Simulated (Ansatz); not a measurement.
# Collinear magnetic orders of Cu₃Au-type GaFe₃: PBEsol energies and couplings over three Fe shells

In Cu₃Au-type GaFe₃ every Fe atom has eight Fe neighbours at 2.62 Å, and these close into triangles, so no collinear pattern can oppose all neighbouring spins at once. I want to find which collinear order is lowest in PBEsol, and whether pair couplings over three shells can carry the energies of the others. Fe–Ga alloys serve in magnetostrictive sensors and actuators, though mostly in bcc-based rather than Cu₃Au-type form. In either form, the stiffness of the magnetic order against heat rests on energy differences of this kind. Each energy is given per Fe atom relative to the parallel order, with the atoms held fixed, so a positive value means that the order lies above the ferromagnet.

## Computational details

One system, GaFe3 (Cu3Au-type, Pm-3m), 4 atom(s) a primitive cell, from measured cells of the Crystallography Open Database. Ansatz 0.2.0, plane waves with the earlier PAW datasets of its set soft_1, cutoff 420 eV, Fermi-Dirac smearing of 0.1 eV, k meshes whose coarsest spacing along a reciprocal vector is 0.17 to 0.29 1/Å over all runs (2π included). Functional: PBEsol, no Hubbard U; collinear spins, no spin-orbit coupling. Atoms are fixed. Each order is started from typed moments on Fe, in the primitive cell or in a cell doubled at wavevector q (fractions of the primitive reciprocal vectors), on meshes of about the same density or denser; only runs that kept their pattern of signs are listed. Runs that did not converge or carry a known fault are not listed. The same in all rows: metal or insulator in the row's run, judged by its smearing entropy or density of states at the Fermi energy (a gap under a few smearing widths counts as a metal): metal.

Notes on method and selection:

- In a Heisenberg model with E = -sum over ordered pairs of J e_i.e_j, the energy per magnetic atom is E0 less the sum over shells of J times the listed sum; further shells and changes of moment size are outside it.
- Each state is what a run reaches from typed starting moments; only a few collinear orders were started, so the lowest found need not be the ground state. Spin-orbit coupling is left out of these energies, which are free energies at the smearing width. A magnetic atom is one that was given a starting moment.
- Site moments count the spin inside each program's own atomic sphere, so they depend somewhat on its radius and leave out the spin between the spheres.
- Ansatz's own search for a lower self-consistent state was switched off in these runs, so a run may rest in a state that is not the lowest for its pattern of moments.
- The shell on the horizontal axis is the one of the three whose sum correlates best with the energies.
- Runs that did not converge, have known faults or may not be shown are not listed, and runs on Ansatz's PAW sets soft_1 and soft_2 are kept to separate tables.

Columns:

- shell at 2.62 Å: sum of e_i.e_j over the 8 Fe neighbours at 2.62 Å, mean over magnetic atoms (+1 parallel, -1 opposed).
- shell at 3.70 Å: sum of e_i.e_j over the 6 Fe neighbours at 3.70 Å, mean over magnetic atoms (+1 parallel, -1 opposed).
- shell at 4.53 Å: sum of e_i.e_j over the 16 Fe neighbours at 4.53 Å, mean over magnetic atoms (+1 parallel, -1 opposed).
- moment (μB): largest site spin moment.
- net moment (μB): size of the net spin moment per magnetic atom.
- energy (meV): energy less that of the parallel order, per magnetic atom.

Input lines of one member:

```
magnetization:
  spin_polarized: true
kpoints:
  mp_grid: { grid: [10, 10, 10] }
hamiltonian:
  xc: pbesol
  pseudopotentials: { kind: paw, azcp: { folder: soft_1 }, xc_functional: pbe }
scf:
  occupations: { method: fermi_dirac, width: 0.1 }
  lower_state_search: "off"
```

Command (options for logging and memory left out): `ansatz run input.yaml`

## Computed values

| member | shell at 2.62 Å | shell at 3.70 Å | shell at 4.53 Å | moment (μB) | net moment (μB) | energy (meV) |
| --- | --- | --- | --- | --- | --- | --- |
| opposed q=(0,0,1/2) +--++- | −2.67 | 2 | 5.33 | 2.20 | 0.00 | 227.2 |
| partly opposed ++- | −2.67 | 6 | −5.33 | 2.15 | 0.72 | 239.2 |
| opposed q=(0,1/2,1/2) +-+-+- | 0.00 | −2 | 0.00 | 2.24 | 0.00 | ? |
| opposed q=(1/2,1/2,1/2) +-+-+- | 0.00 | −6 | 0.00 | 2.06 | 0.00 | 216.8 |
| parallel +++ | 8.00 | 6 | 16.00 | 2.41 | 2.35 | 0.0 |

Cells marked ? are withheld until the estimate has been made.

Least-squares fits to the members shown, with x = shell at 2.62 Å; R² and errors in the fitted variable (y, or ln y where the fit is in ln y):

| y | members | fit | R² | rms residual | leave-one-out rms | the same for the mean of the others |
| --- | --- | --- | --- | --- | --- | --- |
| energy (meV) | 4 | y = 185.6 − 22.22 x | 0.96 | 19 | 88 | 132 |

## The trend and its physics

The parallel order is the lowest of the four with a shown energy. The next one, q=(1/2,1/2,1/2), lies 216.8 meV per Fe above it, while the three orders with reversed spins span only 239.2 − 216.8 = 22.4 meV. Losing the ferromagnetic alignment is costly, and the way in which it is lost matters much less.

The nearest shell gives the main ordering, but not a straight line. From the parallel order to q=(1/2,1/2,1/2) its sum falls from 8 to 0, at a cost of 216.8 / 8 = 27.1 meV per unit. The two orders at −2.67 have a mean of (227.2 + 239.2) / 2 = 233.2 meV, so the further cost is only (233.2 − 216.8) / 2.67 = 6.1 meV per unit. The one-shell fit therefore rests heavily on the parallel row, and its leave-one-out error of 88 meV shows this.

With three shells I have four unknowns, E0 and three couplings, for four energies. The solution is exact and so tests nothing by itself. Combining the rows so that the first and third sums cancel gives E0 = (3 × 239.2 / 4 + 216.8) / 2 = 198.1 meV. The second-shell coupling is then (216.8 − 198.1) / 6 = 3.1 meV, the third-shell one (239.2 − 227.2 + 4 × 3.1) / (5.33 + 5.33) = 2.3 meV, and the nearest-shell one 239.2 / (8 + 2.67) − 2 × 2.3 = 17.8 meV. All three are positive, which favours parallel spins. In the parallel order the nearest shell contributes 8 × 17.8 = 142 meV of the 198.1 meV gained relative to E0.

A band picture makes this sign reasonable. In an iron-rich metal the majority d states are nearly full and the minority ones partly filled. Parallel neighbours let the minority electrons hop between sites at matching energies, which widens their band and lowers the energy, whereas reversed neighbours put those levels out of step. The largest site moment also drops, from 2.41 μB in the parallel order to 2.06 μB at q=(1/2,1/2,1/2). Spins of fixed length leave out that change, so the fitted couplings partly absorb it and should not be read as pure pair interactions.

## Blind estimate

Plain estimates from the members shown:

- opposed q=(0,1/2,1/2) +-+-+-, fit at x = 0.00: 185.6 meV

The one-shell estimate of 185.6 meV deserves little trust here. The withheld order has the same nearest-shell sum, zero, as q=(1/2,1/2,1/2), and the fit already places that order 216.8 − 185.6 = 31.2 meV too low.

I use the three-shell model, which reduces to a short interpolation. Three parts of the partly opposed order and one part of the parallel order cancel the first and third sums and leave a second-shell sum of 6. The energy there is (3 × 239.2 + 0.0) / 4 = 179.4 meV. At a second-shell sum of −6, again with the other two sums at zero, the shown energy is 216.8 meV. The withheld order sits at −2, which gives 179.4 + (8 / 12) × (216.8 − 179.4) = 204.3 meV.

For the error I try a shorter version of the route on a shown member. With two shells fixed by the same three energies, E0 is 198.1 meV and the couplings are 22.4 and 3.1 meV. For q=(0,0,1/2) this gives 198.1 + 2.67 × 22.4 − 2 × 3.1 = 251.7 meV, against 227.2 meV in the table, a miss of 251.7 − 227.2 = 24.5 meV. I take that miss as the scale of what an omitted shell or a change of moment can do. The site moment of 2.24 μB in the withheld order gives me no derived correction, so I leave the value unshifted.

**Committed estimate, opposed q=(0,1/2,1/2) +-+-+-: energy = 204 ± 25 meV.**

## The withheld result

| member | shell at 2.62 Å | shell at 3.70 Å | shell at 4.53 Å | moment (μB) | net moment (μB) | energy (meV) |
| --- | --- | --- | --- | --- | --- | --- |
| opposed q=(0,1/2,1/2) +-+-+- | 0.00 | −2 | 0.00 | 2.24 | 0.00 | 184.9 |

| member | estimate | energy (meV) | computed | estimate − computed | miss in error bars |
| --- | --- | --- | --- | --- | --- |
| opposed q=(0,1/2,1/2) +-+-+- | committed | 204.0 | 184.9 | +19.1 | 0.8 |
| opposed q=(0,1/2,1/2) +-+-+- | fit | 185.6 | 184.9 | +0.7 |  |

energy (meV) against shell at 2.62 Å (numbers count the rows of the first table from the top):

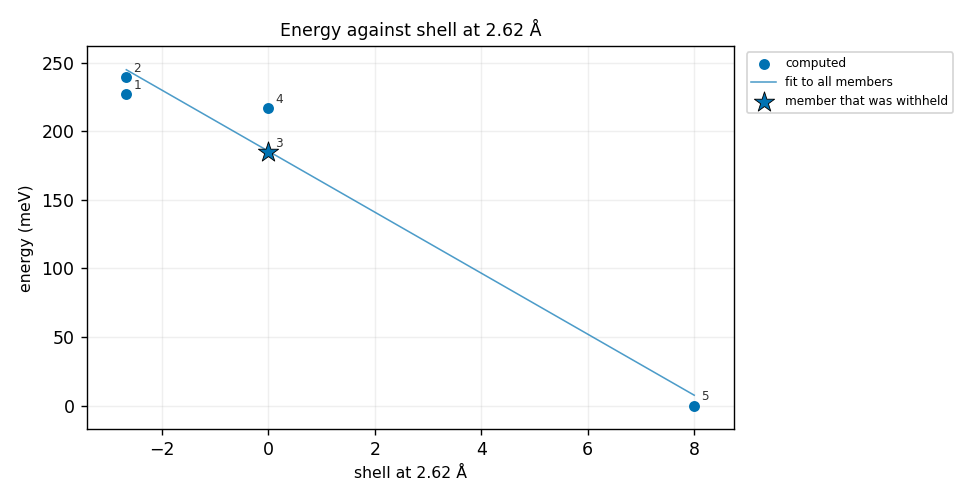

My estimate of 204 ± 25 meV per Fe lies 19.1 meV above the computed 184.9 meV, inside its error bar but much worse than the one-shell fit, which missed by 0.7 meV. That close hit does not make the fit a better model. It gives the same energy to every order with a nearest-shell sum of zero, and the two such orders differ by 216.8 − 184.9 = 31.9 meV.

My even interpolation in the second-shell sum did not hold. One of its end points, 179.4 meV, is a combination of two orders with unlike moments and not a computed order, so the fault may lie there as well as in the second-shell coupling. Taken at face value, with the other two sums at zero, the energy rises by (184.9 − 179.4) / 8 = 0.7 meV per unit between sums of 6 and −2, but by 31.9 / 4 = 8.0 meV per unit between −2 and −6. A single second-shell coupling cannot give both slopes. The sign I expected, favouring parallel second neighbours, survives in both steps, but its size depends on the order from which it is taken.

I must also correct my remark that the way in which the alignment is lost matters much less. The orders with reversed spins now span 239.2 − 184.9 = 54.3 meV, over a quarter of the cost of leaving the ferromagnet.

## Members off the line

Least-squares fits to the whole series, with x = shell at 2.62 Å; R² and errors in the fitted variable (y, or ln y where the fit is in ln y):

| y | members | fit | R² | rms residual | leave-one-out rms | the same for the mean of the others |
| --- | --- | --- | --- | --- | --- | --- |
| energy (meV) | 5 | y = 185.4 − 22.22 x | 0.96 | 17 | 51 | 111 |

Largest departures from the fit to the whole series:

| member | energy (meV) | fit | computed − fit | in rms residuals |
| --- | --- | --- | --- | --- |
| opposed q=(1/2,1/2,1/2) +-+-+- | 216.8 | 185.4 | +31.4 | 1.9 |
| opposed q=(0,0,1/2) +--++- | 227.2 | 244.7 | −17.5 | 1.1 |
| parallel +++ | 0.0 | 7.6 | −7.6 | 0.5 |
| partly opposed ++- | 239.2 | 244.7 | −5.5 | 0.3 |

The order at q=(1/2,1/2,1/2) stands out most, 31.4 meV above the one-shell line. All six of its second neighbours are opposed, which costs energy if that coupling favours parallel spins, so the sign is right. The uneven slopes show that this is not the whole account. Couplings beyond 4.53 Å may contribute, as may a change in the electronic structure that also leaves this order with the smallest moment, 2.06 μB. Moment size alone does not rank the energies, however, since the partly opposed order has a larger moment, 2.15 μB, and a higher energy.

The order at q=(0,0,1/2) lies 17.5 meV below the line. It shares its nearest-shell sum with the partly opposed order, yet is 239.2 − 227.2 = 12.0 meV lower. Its third-shell sum is 5.33 instead of −5.33, and a third-shell coupling that favours parallel spins would lower it, as found. The second-shell sum, 2 instead of 6, works the other way, so the third shell has to outweigh it if these pair couplings are the cause.

## Conclusions

The parallel order is the lowest of the five in PBEsol at the measured cell. The nearest reversed order costs 3 × 184.9 = 555 meV per formula unit.

Couplings over three shells, fixed by the other four energies, correctly put the withheld order lowest among the reversed ones, but not at the right distance from them. Five energies leave one test of the four parameters, and it misses by 19 meV per Fe, about a third of the 54.3 meV spanned by the reversed orders. The one-shell fit has a leave-one-out error of 51 meV, against 111 meV for the mean of the others. It can therefore tell a ferromagnet from a strongly reversed order, but cannot rank two reversed ones that share a nearest-shell sum.

All orders share one fixed geometry, and relaxing each separately could change the gaps between them. Spin–orbit coupling is left out, and in a 3d metal its effect should be small beside the gaps found here. As only a few collinear patterns were started, a lower state of another kind is not excluded.

[Logs are printed without paths, hosts, clocks, repeated set-up lines and the standing remarks that a program may print on its own settings, such as how far it seeks lower states.]
